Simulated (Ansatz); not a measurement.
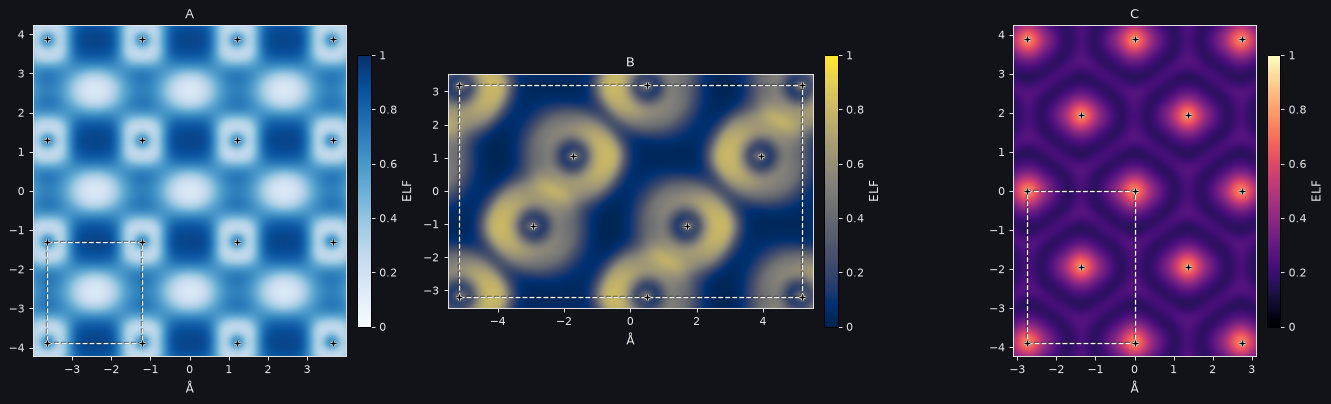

The ELF of 3 systems, each on a plane through atoms (crosses mark nuclei in the plane).

All numbers below come from Kohn-Sham DFT of a periodic cell, HSE06, Ansatz PAW in Ansatz 0.2.0.

System 1: Si, the (11̄0) plane of the conventional cell. Space group P6/mmm; a structure from a database of computed crystals, not necessarily the ambient phase; computed pressure about 6 GPa in this cell.

```cif
data_structure
_symmetry_space_group_name_H-M 'P 1'
_symmetry_Int_Tables_number 1
_cell_length_a 2.5851
_cell_length_b 2.5851
_cell_length_c 2.4330
_cell_angle_alpha 90.000
_cell_angle_beta 90.000
_cell_angle_gamma 120.000
_cell_volume 14.08
loop_
_atom_site_label
_atom_site_type_symbol
_atom_site_fract_x
_atom_site_fract_y
_atom_site_fract_z
_atom_site_occupancy
Si1 Si 0.00000 0.00000 0.00000 1
```

System 2: As, the (110) plane of the conventional cell. Space group R-3m; not relaxed (largest force 0.5 eV/Å); computed pressure about 7 GPa in this cell.

System 3: Ni, the (110) plane of the conventional cell. Space group Im-3m; a structure from a database of computed crystals, not necessarily the ambient phase; computed pressure about 8 GPa in this cell; spin-polarised.

Which map belongs to which system?

Panel A is system 1, Si: the plane holds Si. Si–Si (2.43 Å): the ELF peaks at about 0.90 between the atoms. Panel B is system 2, As: the plane holds As. As–As (2.46 Å): the ELF peaks at about 0.75 between the atoms. Panel C is system 3, Ni: the plane holds Ni. Ni–Ni (2.38 Å): the ELF is about 0.25 at the midpoint: no shared electron pair shows on this line.
